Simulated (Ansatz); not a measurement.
**Run report: AlAs, single-point calculation (part 2 of 2)**

Continued. System: AlAs (F-43m, 2 atoms in the cell). Method: DFT, HSE06, plane waves, PAW, no spin polarisation (Ansatz 0.2.0); cutoff 420 eV, 4×4×4 k-mesh, fixed occupations. The structure was built on a prototype by a generator. The geometry comes from this level: r2SCAN.

Geometry of the input (Å; fractional positions):
```
0.0000  2.8389  2.8389
2.8389  0.0000  2.8389
2.8389  2.8389  0.0000
Al 0.0000  0.0000  0.0000
As 0.2500  0.2500  0.2500
```

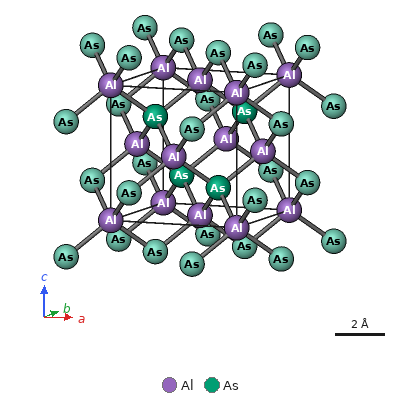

The structure as given in the input (ball-and-stick view of the cell 4 times as large as that of the calculation, set on its symmetry axes, seen slightly off an axis; neighbours outside the cell are drawn fainter).

**The program's output, continued**
```
SCF iter   1: F=—  HF=-5396.234294 eV  |F-HF|=—  |Δ(HF+E_count)|=         —  Δρ=4.30e-3  dr2=5.67e-3  ethr=1.27e-6  ⟨swp⟩=7.0  Hψ=573  notcnv=0
preconditioner: auto → none  [insulator: Δε(μ)=2.091 eV  Ē_g=11.134 eV  n_scr=14 (ndim 8)  ℏωp=15.5 eV  f_vac=0.007]
SCF iter   2: F=—  HF=-5396.226540 eV  |F-HF|=—  |Δ(HF+E_count)|=   7.75e-3  Δρ=2.09e-3  dr2=1.38e-3  ethr=1.27e-6  ⟨swp⟩=4.0  Hψ=447  notcnv=0
SCF iter   3: F=—  HF=-5396.226321 eV  |F-HF|=—  |Δ(HF+E_count)|=   2.19e-4  Δρ=9.18e-4  dr2=3.98e-4  ethr=1.27e-6  ⟨swp⟩=3.0  Hψ=296  notcnv=0
SCF iter   4: F=—  HF=-5396.229951 eV  |F-HF|=—  |Δ(HF+E_count)|=   3.63e-3  Δρ=6.14e-4  dr2=6.60e-5  ethr=7.71e-7  ⟨swp⟩=4.0  Hψ=411  notcnv=0
iter 5 solved again at ethr=1.76e-8 eV; its pass at ethr=3.52e-7 eV (dr2=3.18e-6 eV) is discarded
SCF iter   5: F=—  HF=-5396.229914 eV  |F-HF|=—  |Δ(HF+E_count)|=   3.71e-5  Δρ=1.31e-4  dr2=5.80e-6  ethr=1.76e-8  ⟨swp⟩=2.4  Hψ=524  notcnv=0
SCF iter   6: F=-5396.229912 eV  HF=-5396.229912 eV  |F-HF|=7.34e-8  |Δ(HF+E_count)|=   1.81e-6  Δρ=1.51e-5  dr2=3.56e-6  ethr=1.74e-8  ⟨swp⟩=3.0  Hψ=299  notcnv=0
SCF 2 stopped early in 6 iterations: F = -5396.229912 eV  dr2 = 3.56e-6
hybrid outer 1: dexx = +4.276e-3 eV, tail = 4.62e-5 eV
Exchange kernel: α = 0.2500, screened, ω = 0.2079 Å⁻¹, Wigner–Seitz truncation, v(0) = 1027.4115 eV·Å³, q-mesh 4×4×4, nearest image of the exchange supercell L = 16.06 Å, pair-density grid 15×15×15, without the augmentation charges, whose exchange is taken in its separable form by FFT convolution over the k-point mesh (sized by the pseudopotential files, 24×24×24 at the most), smooth part of the exact exchange by density-matrix convolution
Frozen-core exchange: fock
SCF iter   1: F=—  HF=-5396.230174 eV  |F-HF|=—  |Δ(HF+E_count)|=         —  Δρ=7.08e-5  dr2=1.21e-6  ethr=1.28e-6  ⟨swp⟩=2.1  Hψ=241  notcnv=0
preconditioner: auto → none  [insulator: Δε(μ)=2.103 eV  Ē_g=11.130 eV  n_scr=14 (ndim 8)  ℏωp=15.5 eV  f_vac=0.009]
SCF iter   2: F=—  HF=-5396.230175 eV  |F-HF|=—  |Δ(HF+E_count)|=   5.32e-7  Δρ=1.17e-5  dr2=1.44e-7  ethr=5.36e-9  ⟨swp⟩=4.0  Hψ=414  notcnv=0
SCF iter   3: F=—  HF=-5396.230176 eV  |F-HF|=—  |Δ(HF+E_count)|=   1.17e-6  Δρ=1.45e-5  dr2=5.31e-8  ethr=1.36e-10  ⟨swp⟩=4.6  Hψ=410  notcnv=0
SCF iter   4: F=-5396.230176 eV  HF=-5396.230176 eV  |F-HF|=2.29e-10  |Δ(HF+E_count)|=   1.17e-8  Δρ=3.23e-6  dr2=4.09e-9  ethr=1.36e-10  ⟨swp⟩=3.0  Hψ=288  notcnv=0
SCF 3 converged in 4 iterations: F = -5396.230176 eV  dr2 = 4.09e-9
  Residual-converged pass: ⟨swp⟩=3.0  Hψ=247  notcnv=0  max |occ|·‖R‖ = 2.4e-6 eV (tolerance 2.4e-6 eV)  dr2=4.09e-9  dr2_onsite=1.37e-9  max |Δocc| = 0.0e0
hybrid outer 2: dexx = +1.377e-6 eV, tail = 3.20e-8 eV, Δε = 2.94e-3 eV (about 1.17e-4 eV left of the loop's levels)
NSCF: frozen V_eff on 7 k-points
hybrid SCF converged: 2 outer / 10 inner (+2 warm-up), last move |dexx| = 1.38e-6 eV, tail = 3.20e-8 eV
Stability not checked: this state was not tested for a lower state beside it, because the functional holds exact exchange (a hybrid, or Hartree-Fock), whose exchange loop this test does not read (fock_operator; see scf.lower_state_search)
Free energy (F): -5396.230176 eV
Frozen-core exchange: fock
Harris-Foulkes:  -5396.230176 eV  (|F-HF|=2.29e-10)
Internal energy: -5396.230176 eV  (E = F + TS)
E sigma→0 (E₀):  -5396.230176 eV
Fermi energy:    5.840126 eV
--- Per-component energies (eV) ---
  E_band       = -312.005126
  E_kinetic    = 126.278797
  E_local      = -2122.289522  (includes V_loc(G=0)·N_el)
  E_nonlocal   = -660.998024
  E_hartree    = 1135.927980
  E_xc         = -96.619265
  E_vxc        = -87.653326  (∫ρ·V_xc dr)
  E_exx        = -64.965843  (= α·E_x^exact, valence–valence)
  E_paw        = -2260.796199  (= ΣΔE_a)
  E_vpaw       = 290.733313  (= ΣTr[D̂ρ^β])
  E_aug_tail   = 0.000006  (compensation charges beyond the density's cutoff)
  E_ewald      = -1451.963017
  E_core_change = -0.805092  (= ΣΔE_core)
  E_smearing   = -0.000000  (= −TS)
  E_closure    = 0.000002  (closes the sum)
  Σ components = -5396.230176   (vs F -5396.230176, Δ=9.09e-13)
--- Forces (eV/Å), atoms counted from 1 ---
  atom   1  Al     0.00000000     0.00000000     0.00000000
  atom   2  As    -0.00000000    -0.00000000     0.00000000
  max |Σ_I F_I| component: 2.19e-16 eV/Å
--- Stress (GPa, compression-positive) ---
        0.465838       0.000000      -0.000000
        0.000000       0.465838       0.000000
       -0.000000       0.000000       0.465838
  P = ⅓ Tr σ = 0.4658 GPa (4.658 kbar)
--- Band table (eV; the first three rows and the last of 8) ---
  k-point 0: bands = ["-31.8416", "-31.8416", "-31.8416", "-31.8306", "-31.8306", "-7.1378", "5.8401", "5.8401", "5.8401", "8.7508", "10.9840", "10.9840", "10.9840"]
  k-point 1: bands = ["-31.8414", "-31.8412", "-31.8412", "-31.8305", "-31.8305", "-6.4977", "2.2293", "5.3303", "5.3303", "9.2664", "11.6407", "11.6407", "13.2629"]
  k-point 2: bands = ["-31.8412", "-31.8408", "-31.8408", "-31.8304", "-31.8304", "-5.5552", "-0.2176", "4.9494", "4.9494", "8.7565", "11.3758", "11.3758", "14.5202"]
  k-point 7: bands = ["-31.8413", "-31.8408", "-31.8399", "-31.8307", "-31.8301", "-4.9014", "0.3028", "2.4339", "2.8390", "10.9302", "12.4490", "12.5239", "12.7558"]
```

**File bands.tsv**
```
# k_distance	band_0	band_1	band_2	band_3	band_4	band_5	band_6	band_7	band_8	band_9	band_10	band_11	band_12
# fermi_ev = 5.840126
# lock_threshold_ev = 1e-6
# [0, 0, 0] at k_distance = 0.000000
# [-0.5, -0.5, 0] at k_distance = 1.106614
# [-0.375, -0.375, 0.25] at k_distance = 1.497861
# [-0.375, 0, 0.375] at k_distance = 2.175520
# [0, 0, 0.5] at k_distance = 2.853180
# [-0.5, -0.25, 0.25] at k_distance = 3.635674
# [0, 0.5, 0.5] at k_distance = 4.872906
# levels_relative_to = fermi_ev
# free_energy_ev = -5396.230176
# largest_residual_norms_ev = 8.692e-5 1.042e-4 1.271e-4 1.052e-4 1.937e-4 2.261e-4 6.086e-4 6.628e-4 6.649e-4 7.326e-4 8.250e-4 1.116e-3 8.591e-4
0.000000	-37.681738	-37.681738	-37.681738	-37.670737	-37.670737	-12.977904	0.000000	0.000000	0.000000	2.910639	5.143856	5.143856	5.143856
1.106614	-37.682367	-37.680055	-37.680055	-37.671133	-37.669962	-10.776483	-5.914281	-2.351461	-2.351461	2.103826	3.003944	11.565606	11.565606
1.497861	-37.681795	-37.680409	-37.680287	-37.670881	-37.670170	-10.811817	-5.628869	-3.654758	-1.942646	2.951547	5.822629	9.263373	9.440142
2.175520	-37.681795	-37.680409	-37.680287	-37.670881	-37.670170	-10.811817	-5.628869	-3.654758	-1.942646	2.951547	5.822629	9.263373	9.440142
2.853180	-37.681359	-37.680921	-37.680921	-37.670518	-37.670518	-11.395326	-6.057713	-0.890747	-0.890747	2.916412	5.535626	5.535626	8.680110
3.635674	-37.681436	-37.680957	-37.680032	-37.670825	-37.670227	-10.741480	-5.537318	-3.406232	-3.001152	5.090097	6.608854	6.683732	6.915649
4.872906	-37.682367	-37.680055	-37.680055	-37.671133	-37.669962	-10.776483	-5.914281	-2.351461	-2.351461	2.103826	3.003944	11.565606	11.565606
```

**File rho_z.tsv**
```
# z_ang	rho[e/angstrom^3]
# format = ansatz-planar-average/11
# lattice	0.000000000	2.838924637	2.838924637
# lattice	2.838924637	0.000000000	2.838924637
# lattice	2.838924637	2.838924637	0.000000000
# sites	2
# site	13	0.000000000	0.000000000	0.000000000
# site	33	1.419462319	1.419462319	1.419462319
0.000000	2.180171e-1
0.148698	2.733694e-1
0.297396	3.647032e-1
0.446094	5.220804e-1
0.594792	7.626049e-1
0.743490	1.048268e0
0.892188	1.270789e0
1.040886	1.312076e0
1.189584	1.142874e0
1.338282	8.510248e-1
1.486980	5.645963e-1
1.635678	3.602729e-1
1.784376	2.428048e-1
1.933074	1.817984e-1
2.081772	1.482573e-1
2.230470	1.263912e-1
2.379168	1.105674e-1
2.527866	9.956439e-2
2.676564	9.278948e-2
2.825262	8.953496e-2
2.973960	8.927639e-2
3.122658	9.179041e-2
3.271356	9.759269e-2
3.420054	1.079787e-1
3.568752	1.244943e-1
3.717450	1.481182e-1
3.866148	1.788595e-1
```

**File v_z.tsv**
```
# z_ang	v_es[eV]	v_tot[eV]
# format = ansatz-planar-average/11
# xc	hse06
# density_cutoff_ev	1680
# datasets	Al=:simpson_from_first_knot:soft:fock:shift=0	As=:simpson_from_first_knot:soft:fock:shift=0
# lattice	0.000000000	2.838924637	2.838924637
# lattice	2.838924637	0.000000000	2.838924637
# lattice	2.838924637	2.838924637	0.000000000
# sites	2
# site	13	0.000000000	0.000000000	0.000000000
# site	33	1.419462319	1.419462319	1.419462319
0.000000	2.151793e0	-6.335446e0
0.148698	1.394519e0	-7.370640e0
0.297396	9.774735e-1	-7.992172e0
0.446094	1.024506e0	-8.059867e0
0.594792	1.519057e0	-7.572817e0
0.743490	2.351712e0	-6.675741e0
0.892188	3.323336e0	-5.620132e0
1.040886	4.179150e0	-4.647820e0
1.189584	4.730340e0	-3.891941e0
1.338282	4.987111e0	-3.344288e0
1.486980	5.144646e0	-2.828219e0
1.635678	5.438286e0	-2.128095e0
1.784376	6.026819e0	-1.137820e0
1.933074	6.914766e0	1.228844e-1
2.081772	7.895522e0	1.427292e0
2.230470	8.653826e0	2.439537e0
2.379168	9.010067e0	2.991799e0
2.527866	9.022792e0	3.124136e0
2.676564	8.768978e0	2.912950e0
2.825262	8.241627e0	2.370163e0
2.973960	7.444190e0	1.478309e0
3.122658	6.480046e0	3.690440e-1
3.271356	5.540230e0	-7.850797e-1
3.420054	4.770175e0	-1.939603e0
3.568752	4.181662e0	-3.022209e0
3.717450	3.653113e0	-4.026481e0
3.866148	2.983982e0	-5.133189e0
```

**Key numbers**

| quantity | value |
| --- | --- |
| outcome | converged |
| space group (tolerance 0.01 Å) | F-43m (216) |
| electrons treated | 18 |
| free energy | −5396.2302 eV |
| Fermi energy | 5.840 eV |
| gap on the k-point mesh | 2.10 eV |
| pressure | 0.47 GPa |
| largest force (length of the vector) | under 0.001 eV/Å |
| hardware | 4 threads of Arm Neoverse V2, 24 GiB of memory available, shared host |
| wall time | 9.8 s (CPU time 34 s) |
| peak memory | 0.61 GiB |

**Notes**

Warnings of the run: the exchange loop's threshold is looser than advised for the stress; the SCF threshold is looser than advised for the printed stress.
